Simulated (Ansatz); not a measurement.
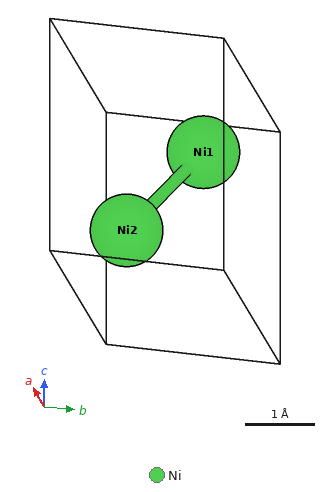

*The input geometry (ball-and-stick view of the cell of the calculation, seen at an oblique angle; atoms are numbered from 1 in the order of the input).*

Near neighbours in the crystal (not all of them lie inside the picture): Ni has 12 Ni at 2.54 to 2.60 Å.

# Geometry relaxation of Ni (part 1 of 2)

- system: Ni (P6₃/mmc, 2 atoms in the cell)
- method: DFT HSE06, scalar-relativistic, plane waves, PAW, spin-polarised (Ansatz 0.2.0)

The structure was built on a prototype by a generator; it need not be a known phase. It belongs to a series of runs on one base structure; here: volume 12.006 Å³/atom. Figures and captions count atoms from 1; the log counts them from 0 in places.

## Output
```
Engine: ansatz 0.2.0, x86_64-unknown-linux-gnu
Pseudopotentials: kind: paw
Pseudopotential: Ni, paw, valence charge 18, recommended cutoff 420 eV (normal), Ni.paw.azcp
Functional definition: HSE06
  parameter a = 0.25
  parameter omega = 0.11/bohr
  exchange = pbe_x - a*pbe_x_sr(omega) + a*exact_x_sr(omega)
  correlation = pbe_c
Crystal: 2 atoms, lattice volume = 24.012 Å³
Basis set: ecut = 600 eV, 797 PW (Γ), exchange–correlation on 48×48×80 points (8 copies of the dense FFT grid, shifted against one another)
Bands: 24, of which v1, the nominal top of the filled ones, is band 18 counted from 1 (17 counted from 0)
Symmetry: 24 space group operations
Space group: P63/mmc (ITA 194), of the structure as read, at distance tolerance 2.9e-5 Å
Magnetic group: BNS 194.263 (UNI 1493), of the structure as read, at distance tolerance 2.9e-5 Å
k-points: 56 of 600
Non-local potential: Ni, projectors of the file, l = 0: 3, l = 1: 2, l = 2: 3, l = 3: 1
PAW form: soft (Blöchl's): semilocal exchange-correlation on the pseudo side does not see the compensation charge
PAW frozen core: Ni, regenerated for the run's functional, and the local potential with it (the file was generated under x = pbe(κ = 0.804, μ = 0.2195149727645171), c = pbe(β = 0.06672455060314922))
PAW one-centre angular grid: Ni, 590 points (default); XC on 96 Gauss nodes
Initial density: superposition of atomic densities (chi_scale 0.1, normalization cell)
Starting moments: Σ|m| = 2.24 μB on 2 of 2 sites
Initial wavefunctions: pseudopotential atomic-orbital guess
Functional: x = pbe(κ = 0.804, μ = 0.2195149727645171), c = pbe(β = 0.06672455060314922), warm-up for x = pbe(κ = 0.804, μ = 0.2195149727645171) + 0.25 (exact − pbe) at short range (hse, ω = 0.20786987370883472 Å⁻¹), c = pbe(β = 0.06672455060314922); HSE06 as pw.x's `hse` composes it (authors' and Libxc's form: `xc: wpbeh`)
iter 1 solved again at ethr=9.30e-4 eV; its pass at ethr=1.00e-1 eV (dr2=3.35e-1 eV) is discarded
SCF iter   1: F=—  HF=-11679.216769 eV  |F-HF|=—  |Δ(HF+E_count)|=         —  Δρ=5.82e-2 (↑1.82e-2 ↓5.82e-2)  dr2=3.61e-1  dr2_m=2.57e-1  M=1.398 μB ∫|m|=1.526 μB  β_m=0.30  ethr=9.30e-4  ⟨swp⟩=5.1  Hψ=15472  notcnv=0
preconditioner: auto → none  [metal: Δε(μ)=0.006 eV  Ē_g=10.739 eV  σ=0.050 eV  W_gap=0.07  n_scr=8 (ndim 8)  ℏωp=33.9 eV  f_vac=0.000  D(μ)=4.57/eV (n_scr^D=96)  sad-step TF]
SCF iter   2: F=—  HF=-11679.242335 eV  |F-HF|=—  |Δ(HF+E_count)|=   2.56e-2  Δρ=3.20e-2 (↑1.60e-2 ↓3.20e-2)  dr2=6.00e-2  dr2_m=1.18e-1  M=1.400 μB ∫|m|=1.545 μB  β_m=0.30  ethr=9.30e-4  ⟨swp⟩=2.1  Hψ=5389  notcnv=0  defer=1
SCF iter   3: F=—  HF=-11679.260961 eV  |F-HF|=—  |Δ(HF+E_count)|=   1.86e-2  Δρ=2.03e-2 (↑1.32e-2 ↓2.03e-2)  dr2=1.45e-2  dr2_m=5.97e-2  M=1.390 μB ∫|m|=1.550 μB  β_m=0.30  ethr=1.67e-4  ⟨swp⟩=2.8  Hψ=5575  notcnv=0  defer=14
iter 4 solved again at ethr=1.41e-6 eV; its pass at ethr=4.03e-5 eV (dr2=5.08e-4 eV) is discarded
SCF iter   4: F=—  HF=-11679.262977 eV  |F-HF|=—  |Δ(HF+E_count)|=   2.02e-3  Δρ=1.26e-2 (↑1.20e-2 ↓1.26e-2)  dr2=3.58e-4  dr2_m=3.30e-2  M=1.375 μB ∫|m|=1.547 μB  β_m=0.30  ethr=1.41e-6  ⟨swp⟩=4.2  Hψ=13297  notcnv=0  defer=6
eigensolver tolerance schedule: the retry pair's looser diagonalisation over-reported the residual by 0.42 of it (diagonalisation noise at 0.44 of the residual, at the tolerance the schedule requests for it); recorded, not acted on — ethr = c·dr2/N_el stays at c = 1.0e-1
SCF iter   5: F=—  HF=-11679.270451 eV  |F-HF|=—  |Δ(HF+E_count)|=   7.47e-3  Δρ=1.01e-2 (↑1.01e-2 ↓7.70e-3)  dr2=8.67e-4  dr2_m=1.73e-2  M=1.367 μB ∫|m|=1.548 μB  β_m=0.30  ethr=9.95e-7  ⟨swp⟩=3.5  Hψ=6390  notcnv=0  defer=3
SCF iter   6: F=—  HF=-11679.275111 eV  |F-HF|=—  |Δ(HF+E_count)|=   4.66e-3  Δρ=7.01e-3 (↑7.01e-3 ↓5.72e-3)  dr2=3.11e-4  dr2_m=8.87e-3  M=1.361 μB ∫|m|=1.550 μB  β_m=0.30  ethr=9.95e-7  ⟨swp⟩=3.0  Hψ=6835  notcnv=0  defer=1
SCF iter   7: F=—  HF=-11679.277076 eV  |F-HF|=—  |Δ(HF+E_count)|=   1.96e-3  Δρ=4.81e-3 (↑4.81e-3 ↓4.14e-3)  dr2=9.16e-5  dr2_m=4.39e-3  M=1.359 μB ∫|m|=1.552 μB  β_m=0.30  ethr=8.63e-7  ⟨swp⟩=2.3  Hψ=4810  notcnv=0
Mixer restart at iter 7: flushing history
spin-set hold released at iteration 7 (site moments contracting): the magnetisation degrees of freedom join the quasi-Newton model from the next iteration; the mixer history was flushed
SCF iter   8: F=—  HF=-11679.278029 eV  |F-HF|=—  |Δ(HF+E_count)|=   9.52e-4  Δρ=3.18e-3 (↑3.18e-3 ↓2.99e-3)  dr2=8.09e-6  dr2_m=2.09e-3  M=1.358 μB ∫|m|=1.554 μB  β_m=0.63  ethr=2.54e-7  ⟨swp⟩=3.3  Hψ=5402  notcnv=0
SCF iter   9: F=—  HF=-11679.279228 eV  |F-HF|=—  |Δ(HF+E_count)|=   1.20e-3  Δρ=1.51e-3 (↑1.02e-3 ↓1.51e-3)  dr2=8.53e-4  dr2_m=1.55e-5  M=1.357 μB ∫|m|=1.565 μB  β_m=0.42  ethr=2.25e-8  ⟨swp⟩=5.0  Hψ=9497  notcnv=0
SCF iter  10: F=—  HF=-11679.279057 eV  |F-HF|=—  |Δ(HF+E_count)|=   1.71e-4  Δρ=2.62e-4 (↑1.81e-4 ↓2.62e-4)  dr2=8.97e-7  dr2_m=1.05e-5  M=1.357 μB ∫|m|=1.564 μB  β_m=0.71  ethr=2.25e-8  ⟨swp⟩=5.0  Hψ=8811  notcnv=0
SCF iter  11: F=—  HF=-11679.279068 eV  |F-HF|=—  |Δ(HF+E_count)|=   1.10e-5  Δρ=1.82e-4 (↑8.74e-5 ↓1.82e-4)  dr2=1.24e-6  dr2_m=3.91e-6  M=1.357 μB ∫|m|=1.565 μB  β_m=0.86  ethr=2.49e-9  ⟨swp⟩=4.0  Hψ=6189  notcnv=0  defer=2
SCF iter  12: F=—  HF=-11679.279073 eV  |F-HF|=—  |Δ(HF+E_count)|=   4.88e-6  Δρ=3.01e-5 (↑9.89e-6 ↓3.01e-5)  dr2=4.92e-8  dr2_m=4.66e-8  M=1.357 μB ∫|m|=1.567 μB  β_m=0.78  ethr=2.49e-9  ⟨swp⟩=4.4  Hψ=7082  notcnv=0  defer=1
SCF iter  13: F=—  HF=-11679.279073 eV  |F-HF|=—  |Δ(HF+E_count)|=   4.51e-9  Δρ=5.10e-6 (↑2.71e-6 ↓5.10e-6)  dr2=1.11e-9  dr2_m=2.35e-9  M=1.357 μB ∫|m|=1.567 μB  β_m=0.87  ethr=1.37e-10  ⟨swp⟩=3.2  Hψ=5571  notcnv=0  defer=1
SCF iter  14: F=-11679.279073 eV  HF=-11679.279073 eV  |F-HF|=1.53e-10  |Δ(HF+E_count)|=   3.94e-9  Δρ=1.87e-6 (↑7.21e-7 ↓1.87e-6)  dr2=6.70e-11  dr2_m=3.55e-10  M=1.357 μB ∫|m|=1.567 μB  ethr=3.09e-12  ⟨swp⟩=4.2  Hψ=8384  notcnv=0  defer=1
SCF 1 converged in 14 iterations: F = -11679.279073 eV  dr2 = 6.70e-11
  greatest PAW one-centre occupation: 1.001 electrons in one spin orbital (limit 2), on the Ni atom at site 1 (counted from 0), in its partial waves of l = 1
Initial density: handed on by an earlier stage of this run
Starting moments: Σ|m| = 2.24 μB on 2 of 2 sites; this step starts from the density that it was given
Initial wavefunctions: those handed on with the density
Functional: x = pbe(κ = 0.804, μ = 0.2195149727645171) + 0.25 (exact − pbe) at short range (hse, ω = 0.20786987370883472 Å⁻¹), c = pbe(β = 0.06672455060314922); HSE06 as pw.x's `hse` composes it (authors' and Libxc's form: `xc: wpbeh`)
Exchange kernel: α = 0.2500, screened, ω = 0.2079 Å⁻¹, Wigner–Seitz truncation, v(0) = 1046.8532 eV·Å³, q-mesh 10×10×6, nearest image of the exchange supercell L = 24.56 Å, pair-density grid 15×15×24, without the augmentation charges, whose exchange is taken in its separable form by FFT convolution over the k-point mesh (sized by the pseudopotential files, 20×20×36 at the most), smooth part of the exact exchange by density-matrix convolution
Frozen-core exchange: fock
iter 1 solved again at ethr=1.24e-3 eV; its pass at ethr=1.00e-1 eV (dr2=4.47e-1 eV) is discarded
SCF iter   1: F=—  HF=-11674.785361 eV  |F-HF|=—  |Δ(HF+E_count)|=         —  Δρ=4.29e-2 (↑4.29e-2 ↓1.54e-2)  dr2=5.14e-1  dr2_m=4.52e-2  M=1.395 μB ∫|m|=1.781 μB  β_m=0.30  ethr=1.24e-3  ⟨swp⟩=2.2  Hψ=10774  notcnv=0
preconditioner: auto → none  [metal: Δε(μ)=0.012 eV  Ē_g=12.697 eV  σ=0.050 eV  W_gap=0.13  n_scr=8 (ndim 8)  ℏωp=33.9 eV  f_vac=0.000  D(μ)=2.89/eV (n_scr^D=36)]
SCF iter   2: F=—  HF=-11674.742195 eV  |F-HF|=—  |Δ(HF+E_count)|=   4.32e-2  Δρ=1.55e-2 (↑1.40e-2 ↓1.55e-2)  dr2=9.35e-3  dr2_m=4.61e-2  M=1.397 μB ∫|m|=1.865 μB  β_m=0.33  ethr=1.24e-3  ⟨swp⟩=3.0  Hψ=5827  notcnv=0
SCF iter   3: F=—  HF=-11674.744790 eV  |F-HF|=—  |Δ(HF+E_count)|=   2.60e-3  Δρ=1.44e-2 (↑1.44e-2 ↓9.34e-3)  dr2=1.61e-2  dr2_m=2.93e-2  M=1.397 μB ∫|m|=1.899 μB  β_m=0.55  ethr=6.33e-6  ⟨swp⟩=4.2  Hψ=9071  notcnv=0
SCF iter   4: F=—  HF=-11674.763219 eV  |F-HF|=—  |Δ(HF+E_count)|=   1.84e-2  Δρ=8.00e-3 (↑4.58e-3 ↓8.00e-3)  dr2=7.09e-3  dr2_m=8.19e-3  M=1.400 μB ∫|m|=2.018 μB  β_m=0.79  ethr=6.33e-6  ⟨swp⟩=4.5  Hψ=8349  notcnv=0
SCF iter   5: F=—  HF=-11674.781523 eV  |F-HF|=—  |Δ(HF+E_count)|=   1.83e-2  Δρ=6.33e-3 (↑1.50e-3 ↓6.33e-3)  dr2=3.07e-2  dr2_m=2.25e-3  M=1.419 μB ∫|m|=2.145 μB  β_m=0.69  ethr=3.38e-6  ⟨swp⟩=4.8  Hψ=9422  notcnv=0
SCF iter   6: F=-11674.818256 eV  HF=-11674.812287 eV  |F-HF|=5.97e-3  |Δ(HF+E_count)|=   3.08e-2  Δρ=1.60e-2 (↑5.26e-3 ↓1.60e-2)  dr2=1.58e-1  dr2_m=1.99e-2  M=1.410 μB ∫|m|=2.207 μB  β_m=0.52  ethr=3.38e-6  ⟨swp⟩=4.4  Hψ=9070  notcnv=0  recentre
SCF iter   7: F=-11674.732569 eV  HF=-11674.731565 eV  |F-HF|=1.00e-3  |Δ(HF+E_count)|=   8.07e-2  Δρ=1.47e-2 (↑3.35e-3 ↓1.47e-2)  dr2=1.97e-1  dr2_m=1.50e-2  M=1.408 μB ∫|m|=2.220 μB  β_m=0.40  ethr=3.38e-6  ⟨swp⟩=3.1  Hψ=6117  notcnv=0
SCF iter   8: F=-11675.008865 eV  HF=-11675.007477 eV  |F-HF|=1.39e-3  |Δ(HF+E_count)|=   2.76e-1  Δρ=1.36e-2 (↑2.09e-3 ↓1.36e-2)  dr2=9.30e-2  dr2_m=1.13e-2  M=1.459 μB ∫|m|=2.269 μB  β_m=0.67  ethr=3.38e-6  ⟨swp⟩=4.2  Hψ=8578  notcnv=0
SCF iter   9: F=-11674.956849 eV  HF=-11674.947956 eV  |F-HF|=8.89e-3  |Δ(HF+E_count)|=   5.95e-2  Δρ=1.66e-2 (↑4.44e-3 ↓1.66e-2)  dr2=1.10e-1  dr2_m=1.80e-2  M=1.459 μB ∫|m|=2.198 μB  β_m=0.60  ethr=3.38e-6  ⟨swp⟩=4.3  Hψ=7936  notcnv=0  recentre
Mixer restart at iter 9: flushing history
SCF iter  10: F=—  HF=-11674.951544 eV  |F-HF|=—  |Δ(HF+E_count)|=   3.59e-3  Δρ=2.08e-2 (↑1.27e-2 ↓2.08e-2)  dr2=1.53e-1  dr2_m=4.34e-2  M=1.488 μB ∫|m|=2.243 μB  β_m=0.67  ethr=3.38e-6  ⟨swp⟩=4.3  Hψ=9814  notcnv=0
SCF iter  11: F=—  HF=-11674.959016 eV  |F-HF|=—  |Δ(HF+E_count)|=   7.47e-3  Δρ=1.34e-2 (↑3.04e-3 ↓1.34e-2)  dr2=1.48e-1  dr2_m=1.41e-2  M=1.443 μB ∫|m|=2.191 μB  β_m=0.83  ethr=3.38e-6  ⟨swp⟩=4.1  Hψ=9102  notcnv=0
SCF iter  12: F=—  HF=-11674.987181 eV  |F-HF|=—  |Δ(HF+E_count)|=   2.82e-2  Δρ=2.04e-2 (↑1.14e-2 ↓2.04e-2)  dr2=2.58e-1  dr2_m=6.07e-3  M=1.559 μB ∫|m|=2.245 μB  β_m=0.58  ethr=3.38e-6  ⟨swp⟩=5.0  Hψ=10496  notcnv=0  recentre
SCF iter  13: F=—  HF=-11674.958979 eV  |F-HF|=—  |Δ(HF+E_count)|=   2.82e-2  Δρ=1.94e-3 (↑4.16e-4 ↓1.94e-3)  dr2=1.20e-1  dr2_m=2.98e-4  M=1.472 μB ∫|m|=2.188 μB  β_m=0.64  ethr=3.38e-6  ⟨swp⟩=5.0  Hψ=9890  notcnv=0
SCF iter  14: F=—  HF=-11674.958968 eV  |F-HF|=—  |Δ(HF+E_count)|=   1.11e-5  Δρ=2.03e-4 (↑2.03e-4 ↓8.91e-5)  dr2=5.47e-6  dr2_m=3.50e-6  M=1.480 μB ∫|m|=2.187 μB  β_m=0.70  ethr=8.04e-7  ⟨swp⟩=3.4  Hψ=5544  notcnv=0
SCF iter  15: F=—  HF=-11674.958971 eV  |F-HF|=—  |Δ(HF+E_count)|=   3.49e-6  Δρ=5.65e-5 (↑2.25e-5 ↓5.65e-5)  dr2=1.63e-7  dr2_m=3.13e-7  M=1.479 μB ∫|m|=2.186 μB  β_m=0.77  ethr=1.52e-8  ⟨swp⟩=3.8  Hψ=6367  notcnv=0
SCF iter  16: F=—  HF=-11674.958972 eV  |F-HF|=—  |Δ(HF+E_count)|=   2.05e-7  Δρ=9.71e-6 (↑4.05e-6 ↓9.71e-6)  dr2=4.79e-9  dr2_m=9.96e-9  M=1.480 μB ∫|m|=2.186 μB  β_m=0.86  ethr=4.54e-10  ⟨swp⟩=4.0  Hψ=7036  notcnv=0
SCF iter  17: F=—  HF=-11674.958972 eV  |F-HF|=—  |Δ(HF+E_count)|=   7.80e-9  Δρ=3.34e-6 (↑1.80e-6 ↓3.34e-6)  dr2=3.13e-9  dr2_m=2.36e-10  M=1.480 μB ∫|m|=2.186 μB  β_m=0.84  ethr=1.33e-11  ⟨swp⟩=4.1  Hψ=6464  notcnv=0
SCF iter  18: F=-11674.958972 eV  HF=-11674.958972 eV  |F-HF|=2.36e-11  |Δ(HF+E_count)|=  4.87e-10  Δρ=5.45e-7 (↑5.45e-7 ↓5.28e-7)  dr2=8.19e-12  dr2_m=5.74e-11  M=1.480 μB ∫|m|=2.186 μB  ethr=8.70e-12  ⟨swp⟩=2.8  Hψ=4985  notcnv=0
SCF 2 converged in 18 iterations: F = -11674.958972 eV  dr2 = 8.19e-12
[... from here on the iterations of each SCF are left out, up to the last one ...]
hybrid outer 1: dexx = +7.837e-1 eV, tail = 7.35e-1 eV
Exchange kernel: α = 0.2500, screened, ω = 0.2079 Å⁻¹, Wigner–Seitz truncation, v(0) = 1046.8532 eV·Å³, q-mesh 10×10×6, nearest image of the exchange supercell L = 24.56 Å, pair-density grid 15×15×24, without the augmentation charges, whose exchange is taken in its separable form by FFT convolution over the k-point mesh (sized by the pseudopotential files, 20×20×36 at the most), smooth part of the exact exchange by density-matrix convolution
Frozen-core exchange: fock
preconditioner: auto → none  [metal: Δε(μ)=0.021 eV  Ē_g=12.718 eV  σ=0.050 eV  W_gap=0.22  n_scr=8 (ndim 8)  ℏωp=33.9 eV  f_vac=0.000  D(μ)=1.71/eV (n_scr^D=22)]
SCF 3 converged in 8 iterations: F = -11675.154470 eV  dr2 = 4.71e-11
  Residual-converged pass: ⟨swp⟩=3.3  Hψ=5554  notcnv=0  max |occ|·‖R‖ = 7.5e-7 eV (tolerance 7.5e-7 eV)  dr2=4.52e-11  dr2_m=4.21e-11  dr2_onsite=9.02e-11  max |Δocc| = 1.3e-10
hybrid outer 2: dexx = +5.891e-2 eV, tail = 3.52e-1 eV, magnetization grown 1.0232 times (not accepted), Δε = 5.93e-1 eV (about 1.77e0 eV left of the loop's levels)
Exchange kernel: α = 0.2500, screened, ω = 0.2079 Å⁻¹, Wigner–Seitz truncation, v(0) = 1046.8532 eV·Å³, q-mesh 10×10×6, nearest image of the exchange supercell L = 24.56 Å, pair-density grid 15×15×24, without the augmentation charges, whose exchange is taken in its separable form by FFT convolution over the k-point mesh (sized by the pseudopotential files, 20×20×36 at the most), smooth part of the exact exchange by density-matrix convolution
Frozen-core exchange: fock
preconditioner: auto → none  [metal: Δε(μ)=0.019 eV  Ē_g=12.807 eV  σ=0.050 eV  W_gap=0.21  n_scr=8 (ndim 8)  ℏωp=33.9 eV  f_vac=0.000  D(μ)=1.59/eV (n_scr^D=22)]
SCF 4 converged in 10 iterations: F = -11675.269375 eV  dr2 = 1.23e-11
  Residual-converged pass: ⟨swp⟩=3.5  Hψ=6270  notcnv=0  max |occ|·‖R‖ = 7.5e-7 eV (tolerance 7.5e-7 eV)  dr2=1.25e-11  dr2_m=2.74e-12  dr2_onsite=4.62e-11  max |Δocc| = 7.9e-10
hybrid outer 3: dexx = +5.747e-2 eV, tail = 4.46e0 eV, first dr2_mag = 1.83e-2 eV (risen), magnetization grown 1.0366 times (not accepted), Δε = 5.56e-1 eV (about 1.76e0 eV left of the loop's levels), ΔF = 3.70e-17 eV/Å (tail 2.98e-15)
Exchange kernel: α = 0.2500, screened, ω = 0.2079 Å⁻¹, Wigner–Seitz truncation, v(0) = 1046.8532 eV·Å³, q-mesh 10×10×6, nearest image of the exchange supercell L = 24.56 Å, pair-density grid 15×15×24, without the augmentation charges, whose exchange is taken in its separable form by FFT convolution over the k-point mesh (sized by the pseudopotential files, 20×20×36 at the most), smooth part of the exact exchange by density-matrix convolution
Frozen-core exchange: fock
preconditioner: auto → none  [metal: Δε(μ)=0.003 eV  Ē_g=12.882 eV  σ=0.050 eV  W_gap=0.04  n_scr=8 (ndim 8)  ℏωp=33.9 eV  f_vac=0.000  D(μ)=1.70/eV (n_scr^D=22)]
SCF 5 converged in 9 iterations: F = -11675.372872 eV  dr2 = 4.47e-10
  Residual-converged pass: ⟨swp⟩=4.1  Hψ=8337  notcnv=0  max |occ|·‖R‖ = 7.2e-7 eV (tolerance 7.5e-7 eV)  dr2=1.91e-10  dr2_m=1.93e-11  dr2_onsite=1.60e-10  max |Δocc| = 1.2e-10
hybrid outer 4: dexx = +3.661e-2 eV, tail = 3.67e0 eV, magnetization grown 1.0422 times (not accepted), Δε = 7.19e-1 eV (about 4.75e0 eV left of the loop's levels), ΔF = 2.78e-17 eV/Å (tail 2.24e-15)
Exchange kernel: α = 0.2500, screened, ω = 0.2079 Å⁻¹, Wigner–Seitz truncation, v(0) = 1046.8532 eV·Å³, q-mesh 10×10×6, nearest image of the exchange supercell L = 24.56 Å, pair-density grid 15×15×24, without the augmentation charges, whose exchange is taken in its separable form by FFT convolution over the k-point mesh (sized by the pseudopotential files, 20×20×36 at the most), smooth part of the exact exchange by density-matrix convolution
Frozen-core exchange: fock
preconditioner: auto → none  [insulator: Δε(μ)=0.065 eV  Ē_g=12.957 eV  σ=0.050 eV  W_gap=0.56  n_scr=8 (ndim 8)  ℏωp=33.9 eV  f_vac=0.000  D(μ)=0.44/eV (n_scr^D=2)]
SCF 6 converged in 8 iterations: F = -11675.433775 eV  dr2 = 3.99e-10
```
